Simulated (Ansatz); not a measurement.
Single-point calculation, with input and output: WS₂

WS₂ (slab, 12 atoms in the cell), computed with DFT PBE+D3(BJ), scalar-relativistic, plane waves, PAW, no spin polarisation (Ansatz 0.2.0).

The structure derives from an entry of the Crystallography Open Database. It belongs to a series of runs on one base structure; here: the slab at its places in the relaxed adsorbed structure.

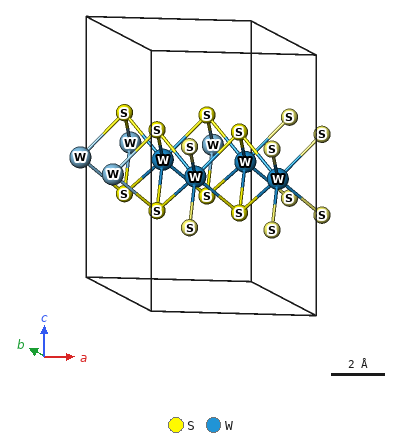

The input geometry (ball-and-stick view of the cell of the calculation, with the vacuum cut short, seen slightly off an axis; neighbours outside the cell are drawn fainter). Near neighbours in the crystal (not all of them lie inside the picture): S has 3 W at 2.41 Å; W has 6 S at 2.41 Å.

## Results in brief

- outcome: converged
- electrons treated: 104
- free energy: −48769.4254 eV
- work function, top face: 4.72 eV
- work function, bottom face: 4.72 eV
- Fermi energy: −0.364 eV
- gap on the k-point mesh: 1.93 eV
- work function (upper face): 4.72 eV
- largest force (length of the vector): 0.059 eV/Å
- hardware: 4 threads of Intel Xeon (Granite Rapids), 32 GiB of memory available, shared host
- wall time: 4.2 s (CPU time 16 s)
- peak memory: 1.5 GiB

## Notes

Spin–orbit coupling is left out, which matters for W.

## Input file
```yaml
crystal:
  lattice:
    - [6.3144062686, 0.0, 0.0]
    - [-3.1572031343, 5.4684362384, 0.0]
    - [0.0, 0.0, 23.7585666289]
  atoms:
    - { symbol: S, position: [0.6666666667, 0.3333333333, 0.33672065] }
    - { symbol: S, position: [0.6666666667, 0.8333333333, 0.33672065] }
    - { symbol: S, position: [0.1666666667, 0.3333333333, 0.33672065] }
    - { symbol: S, position: [0.1666666667, 0.8333333333, 0.33672065] }
    - { symbol: W, position: [0.3332386371, 0.1664529141, 0.4030933321] }
    - { symbol: W, position: [0.3332105321, 0.6667290322, 0.4030873893] }
    - { symbol: W, position: [0.8333200197, 0.1666516899, 0.4031504032] }
    - { symbol: W, position: [0.8335241477, 0.6667548104, 0.4030852239] }
    - { symbol: S, position: [0.6664499548, 0.3336130713, 0.4693787768] }
    - { symbol: S, position: [0.6663557782, 0.832773093, 0.4693580328] }
    - { symbol: S, position: [0.1671439941, 0.3335215959, 0.4693848881] }
    - { symbol: S, position: [0.1666382112, 0.83327009, 0.469534189] }
basis:
  ecutwfc: 420
kpoints:
  mp_grid: { grid: [3, 3, 1] }
hamiltonian:
  xc: pbe
  dispersion: d3bj
scf:
  occupations: { method: gaussian, width: 0.05 }
output:
  forces: true
  eigenvalues: true
  write_density: true
  volumetric_format: npy
efield:
  axis: 3
  dipole_correction: true
  ramp_width: 0.04
```

Command:
```bash
ansatz run input.yaml --threads 4 --pin off --max-ram 10240MiB --backend cpu --events-out ev --progress --plain --runs-dir out
```

## What the program printed
```
Engine: ansatz 0.2.0, x86_64-unknown-linux-gnu
Pseudopotentials: kind: paw
Pseudopotential: S, paw, valence charge 6, recommended cutoff 420 eV (normal), S.paw.azcp
Pseudopotential: W, paw, valence charge 14, recommended cutoff 420 eV (normal), W.paw.azcp
Functional definition: PBE
  parameter kappa = 0.804
  parameter beta = 0.06672455060314922
  exchange = pbe_x(kappa = kappa, mu = beta*pi^2/3)
  correlation = pbe_c(beta = beta)
Crystal: 12 atoms, lattice volume = 820.382 Å³
Basis set: ecut = 420 eV, 16027 PW (Γ), exchange–correlation on 90×90×320 points (8 copies of the dense FFT grid, shifted against one another)
Bands: 64, of which v1, the nominal top of the filled ones, is band 52 counted from 1 (51 counted from 0)
Symmetry: 1 space group operations
Space group: P1 (ITA 1), of the structure as read, at distance tolerance 9.4e-5 Å
k-points: 5 of 9 (time reversal used)
Non-local potential: S, projectors of the file, l = 0: 2, l = 1: 2, l = 2: 2
Non-local potential: W, projectors of the file, l = 0: 3, l = 1: 2, l = 2: 2, l = 3: 1
PAW form: soft (Blöchl's): semilocal exchange-correlation on the pseudo side does not see the compensation charge
PAW one-centre angular grid: S, 110 points (default); XC on 64 Gauss nodes
PAW one-centre angular grid: W, 590 points (default); XC on 64 Gauss nodes
Initial density: superposition of atomic densities (neutral atoms: chi_scale 0, normalization atom), corrected by the library's trained network
Initial wavefunctions: pseudopotential atomic-orbital guess
Functional: x = pbe(κ = 0.804, μ = 0.2195149727645171), c = pbe(β = 0.06672455060314922)
SCF iter   1: F=—  HF=-48769.405002 eV  |F-HF|=—  |Δ(HF+E_count)|=         —  Δρ=3.04e-3  dr2=1.00e-1  ethr=1.77e-3  p=0.000 e·Å  D=8.22e-5 V/Å  ΔV_dip=-0.00 eV  dr2_dipole=1.35e-6  V_vac-E_F(+/−)=5.04/5.04 eV  ⟨swp⟩=8.8  Hψ=1681  notcnv=0
efield: sawtooth ramp at fractional position 0.8831 (placed from the atoms, in the widest stretch of the axis that holds none; the zero of the levels goes with the place), width 0.0400; the density the first Hamiltonian is built on has a dipole p = 0.000 e·Å; the dipole correction subtracts the counter field D = 8.22e-5 V/Å, which shifts the + side's vacuum level by -0.00 eV against the − side's; the planar-averaged density in the ramp window peaks in size at 3.2e-6 e/Å³
preconditioner: auto → Resta (q_TF=auto, 1.934 Å⁻¹)  ε∞=2.7  [insulator: Δε(μ)=1.931 eV  Ē_g=8.347 eV  σ=0.050 eV  W_gap=1.00  n_scr=80 (ndim 8)  ℏωp=11.0 eV  f_vac=0.710  D(μ)=0.00/eV (n_scr^D=0)  ε∞_Penn≈2.7  vacuum switching on, ρ_ref=5.1e-3 e/Å³]
SCF iter   2: F=—  HF=-48769.419404 eV  |F-HF|=—  |Δ(HF+E_count)|=   1.44e-2  Δρ=1.89e-3  dr2=4.32e-2  ethr=9.65e-5  p=-0.000 e·Å  D=-7.66e-5 V/Å  ΔV_dip=0.00 eV  dr2_dipole=2.01e-6  V_vac-E_F(+/−)=4.78/4.78 eV  ⟨swp⟩=3.4  Hψ=574  notcnv=0  defer=25
SCF iter   3: F=—  HF=-48769.418733 eV  |F-HF|=—  |Δ(HF+E_count)|=   6.71e-4  Δρ=1.07e-3  dr2=4.36e-3  ethr=4.15e-5  p=0.000 e·Å  D=2.97e-5 V/Å  ΔV_dip=-0.00 eV  dr2_dipole=5.15e-7  V_vac-E_F(+/−)=4.83/4.83 eV  ⟨swp⟩=2.0  Hψ=431  notcnv=0  defer=25
SCF iter   4: F=—  HF=-48769.425300 eV  |F-HF|=—  |Δ(HF+E_count)|=   6.57e-3  Δρ=1.62e-4  dr2=1.73e-4  ethr=4.19e-6  p=-0.001 e·Å  D=-1.76e-4 V/Å  ΔV_dip=0.00 eV  dr2_dipole=6.53e-6  V_vac-E_F(+/−)=4.74/4.74 eV  ⟨swp⟩=2.0  Hψ=475  notcnv=0  defer=25
SCF iter   5: F=—  HF=-48769.425489 eV  |F-HF|=—  |Δ(HF+E_count)|=   1.90e-4  Δρ=7.69e-5  dr2=3.55e-4  ethr=1.66e-7  p=0.002 e·Å  D=4.10e-4 V/Å  ΔV_dip=-0.01 eV  dr2_dipole=6.48e-5  V_vac-E_F(+/−)=4.72/4.73 eV  ⟨swp⟩=3.4  Hψ=704  notcnv=0  defer=25
SCF iter   6: F=—  HF=-48769.425448 eV  |F-HF|=—  |Δ(HF+E_count)|=   4.12e-5  Δρ=1.73e-5  dr2=5.41e-6  ethr=1.66e-7  p=-0.000 e·Å  D=-5.40e-5 V/Å  ΔV_dip=0.00 eV  dr2_dipole=6.45e-8  V_vac-E_F(+/−)=4.72/4.72 eV  ⟨swp⟩=2.2  Hψ=409  notcnv=0  defer=25
SCF iter   7: F=—  HF=-48769.425405 eV  |F-HF|=—  |Δ(HF+E_count)|=   4.31e-5  Δρ=7.42e-6  dr2=1.09e-6  ethr=5.21e-9  p=-0.000 e·Å  D=-3.07e-5 V/Å  ΔV_dip=0.00 eV  dr2_dipole=3.70e-9  V_vac-E_F(+/−)=4.72/4.72 eV  ⟨swp⟩=2.2  Hψ=501  notcnv=0  defer=25
SCF iter   8: F=—  HF=-48769.425405 eV  |F-HF|=—  |Δ(HF+E_count)|=   9.00e-8  Δρ=5.28e-6  dr2=6.27e-7  ethr=1.05e-9  p=-0.000 e·Å  D=-4.26e-5 V/Å  ΔV_dip=0.00 eV  dr2_dipole=1.79e-8  V_vac-E_F(+/−)=4.72/4.72 eV  ⟨swp⟩=2.0  Hψ=433  notcnv=0  defer=25
SCF iter   9: F=-48769.425405 eV  HF=-48769.425405 eV  |F-HF|=3.01e-8  |Δ(HF+E_count)|=   1.06e-8  Δρ=1.86e-6  dr2=6.31e-8  ethr=9.62e-11  p=-0.000 e·Å  D=-3.91e-5 V/Å  ΔV_dip=0.00 eV  dr2_dipole=1.95e-9  V_vac-E_F(+/−)=4.72/4.72 eV  ⟨swp⟩=12.8  Hψ=1639  notcnv=0
SCF 1 converged in 9 iterations: F = -48769.425405 eV  dr2 = 6.31e-8
  greatest PAW one-centre occupation: 1.000 electrons in one spin orbital (limit 2), on the W atom at site 6 (counted from 0), in its partial waves of l = 0
SCF converged after 9 iterations
Free energy (F): -48769.425405 eV
Harris-Foulkes:  -48769.425405 eV  (|F-HF|=3.01e-8)
Internal energy: -48769.425405 eV  (E = F + TS)
E sigma→0 (E₀):  -48769.425405 eV
Fermi energy:    -0.363749 eV
Dipole field:    D = -0.000010 V/Å  (p = -0.000044 e·Å, saw-weighted, corrected)
Work function:   Φ+ = 4.7175 eV   Φ− = 4.7173 eV
Levels:          The Fermi level and band energies are counted from a zero that moves with the ramp; work functions are not
--- Per-component energies (eV) ---
  E_band       = -2035.244080
  E_kinetic    = 2665.748004
  E_local      = -80971.596611  (includes V_loc(G=0)·N_el)
  E_nonlocal   = 229.192910
  E_hartree    = 39120.949193
  E_xc         = -1848.668391
  E_vxc        = -1660.081691  (∫ρ·V_xc dr)
  E_paw        = -39052.548650  (= ΣΔE_a)
  E_vpaw       = -540.408224  (= ΣTr[D̂ρ^β])
  E_aug_tail   = -0.000251  (compensation charges beyond the density's cutoff)
  E_efield     = 0.000000  (sawtooth field / dipole correction)
  E_vefield    = -0.000001  (∫n·V_field dr)
  E_ewald      = 31091.224989
  E_disp       = -3.726598  (pairwise vdW)
  E_smearing   = -0.000000  (= −TS)
  E_closure    = -0.000000  (closes the sum)
  Σ components = -48769.425405   (vs F -48769.425405, Δ=0.00e0)
--- Forces (eV/Å), atoms counted from 1 ---
  atom   1  S      0.00537189    -0.00439717     0.00478613
  atom   2  S     -0.00091063     0.00582468     0.00362264
  atom   3  S     -0.00496037    -0.00562768     0.00555000
  atom   4  S      0.00044559    -0.00005329    -0.01490332
  atom   5  W     -0.00077151     0.01701276    -0.02517824
  atom   6  W      0.01350981    -0.00950853    -0.02530312
  atom   7  W      0.00106648     0.00130723    -0.03918424
  atom   8  W     -0.01376237    -0.00879153    -0.02499857
  atom   9  S      0.02945619    -0.02013812     0.03923613
  atom  10  S      0.00171208     0.03763527     0.04562931
  atom  11  S     -0.03104898    -0.01578270     0.03700876
  atom  12  S     -0.00010811     0.00251892    -0.00633146
  max |Σ_I F_I| component: 6.60e-5 eV/Å
--- Band table (eV; the first three rows and the last of 5) ---
  k-point 0: bands = ["-75.2538", "-75.2357", "-75.2346", "-75.2345", "-39.7303", "-39.7299", "-39.7299", "-39.5529", "-39.4856", "-39.4855", "-39.4854", "-39.4550", "-39.4549", "-39.4539", "-39.3693", "-39.3693", "-16.1676", "-14.5329", "-13.9714", "-13.9709", "-13.9676", "-13.7504", "-13.7465", "-13.7462", "-7.8827", "-7.8790", "-7.8789", "-7.7581", "-6.5525", "-6.5524", "-6.5510", "-5.7913", "-5.7911", "-5.7844", "-4.7304", "-4.7273", "-4.7271", "-4.1409", "-4.1409", "-3.5340", "-3.5283", "-3.5229", "-3.5226", "-2.8920", "-2.8920", "-2.5405", "-2.5356", "-2.5353", "-2.2806", "-2.2777", "-2.2773", "-1.4686", "1.6166", "1.6166", "1.6329", "1.6329", "1.6353", "1.7483", "1.7483", "2.0454", "2.0463", "2.0466", "2.7156", "2.7160"]
  k-point 1: bands = ["-75.2491", "-75.2397", "-75.2353", "-75.2345", "-39.6851", "-39.6849", "-39.6419", "-39.5361", "-39.5024", "-39.5018", "-39.5010", "-39.4855", "-39.4855", "-39.4616", "-39.4334", "-39.3908", "-15.7143", "-14.6475", "-14.3636", "-13.9959", "-13.9945", "-13.9756", "-13.7296", "-13.7266", "-7.3331", "-7.3324", "-7.2364", "-7.1464", "-6.6215", "-6.6207", "-5.8946", "-5.8460", "-5.6119", "-5.6108", "-5.1503", "-4.8678", "-4.8648", "-4.5390", "-4.3831", "-4.1267", "-4.1243", "-3.7068", "-3.5085", "-3.3616", "-3.3584", "-3.3047", "-2.8723", "-2.7529", "-2.5730", "-1.9407", "-1.9335", "-1.7571", "1.0138", "1.2500", "1.2551", "1.2592", "1.2956", "1.4204", "1.5249", "2.0640", "2.0642", "2.3270", "2.3370", "2.3427"]
  k-point 2: bands = ["-75.2491", "-75.2397", "-75.2352", "-75.2346", "-39.6851", "-39.6849", "-39.6419", "-39.5361", "-39.5024", "-39.5017", "-39.5011", "-39.4856", "-39.4854", "-39.4616", "-39.4334", "-39.3908", "-15.7143", "-14.6475", "-14.3636", "-13.9963", "-13.9941", "-13.9756", "-13.7293", "-13.7269", "-7.3330", "-7.3326", "-7.2363", "-7.1464", "-6.6215", "-6.6207", "-5.8946", "-5.8460", "-5.6120", "-5.6106", "-5.1503", "-4.8678", "-4.8647", "-4.5390", "-4.3831", "-4.1267", "-4.1243", "-3.7068", "-3.5085", "-3.3619", "-3.3581", "-3.3047", "-2.8723", "-2.7529", "-2.5730", "-1.9410", "-1.9333", "-1.7571", "1.0138", "1.2501", "1.2549", "1.2592", "1.2956", "1.4205", "1.5249", "2.0639", "2.0643", "2.3271", "2.3371", "2.3423"]
  k-point 4: bands = ["-75.2491", "-75.2397", "-75.2352", "-75.2346", "-39.6851", "-39.6849", "-39.6419", "-39.5361", "-39.5024", "-39.5017", "-39.5010", "-39.4855", "-39.4855", "-39.4616", "-39.4334", "-39.3908", "-15.7143", "-14.6475", "-14.3636", "-13.9962", "-13.9942", "-13.9756", "-13.7294", "-13.7268", "-7.3331", "-7.3325", "-7.2363", "-7.1464", "-6.6214", "-6.6207", "-5.8946", "-5.8460", "-5.6119", "-5.6107", "-5.1503", "-4.8677", "-4.8648", "-4.5390", "-4.3831", "-4.1267", "-4.1242", "-3.7068", "-3.5085", "-3.3619", "-3.3581", "-3.3047", "-2.8723", "-2.7529", "-2.5730", "-1.9410", "-1.9332", "-1.7571", "1.0138", "1.2501", "1.2548", "1.2593", "1.2956", "1.4204", "1.5249", "2.0639", "2.0643", "2.3270", "2.3372", "2.3423"]
```

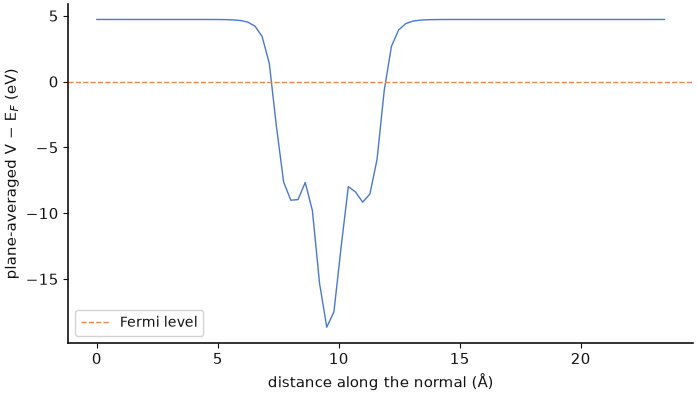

Plane average of the electrostatic potential energy of an electron across the cell, from the Fermi level. The vacuum level lies 4.72 eV above the Fermi level.

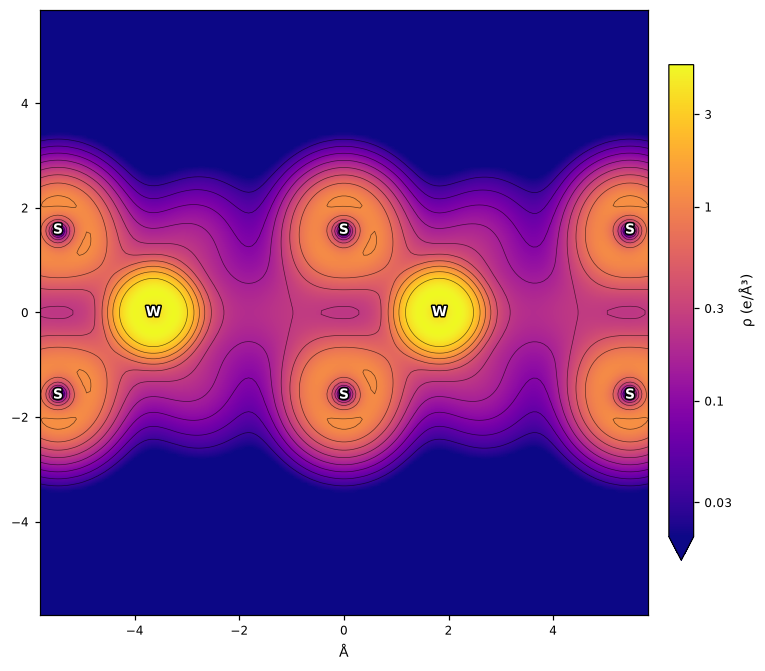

Valence pseudo-density on the (110) plane of the calculation cell, a cut from vacuum to vacuum. The plane passes through S and W nuclei. W–S (2.41 Å): the density is about 0.63 e/Å³ at the midpoint. The density dies away to nearly zero in the vacuum. Core electrons are frozen (PAW), so the fields are smoothed inside the atomic spheres.

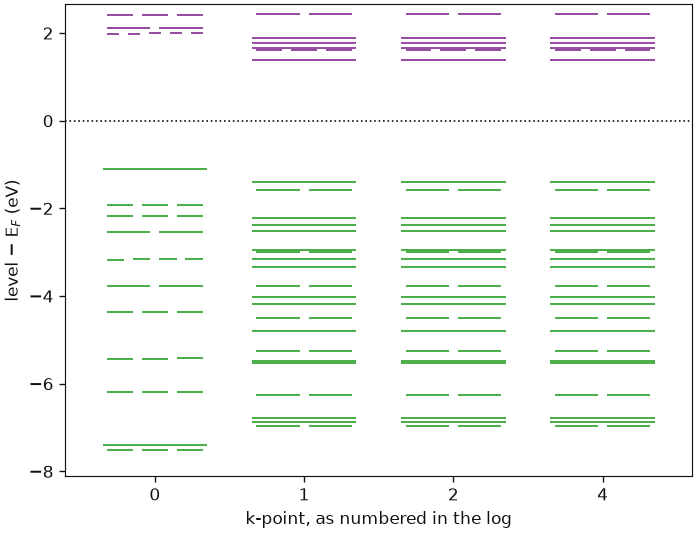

Kohn–Sham levels near the Fermi level (dotted) at the few k-points that the log prints; levels within 0.02 eV of each other stand side by side. Among these points the highest filled and lowest empty levels are 2.48 eV apart; the gap on the full mesh, 1.93 eV, has an edge at a point that isn't printed.
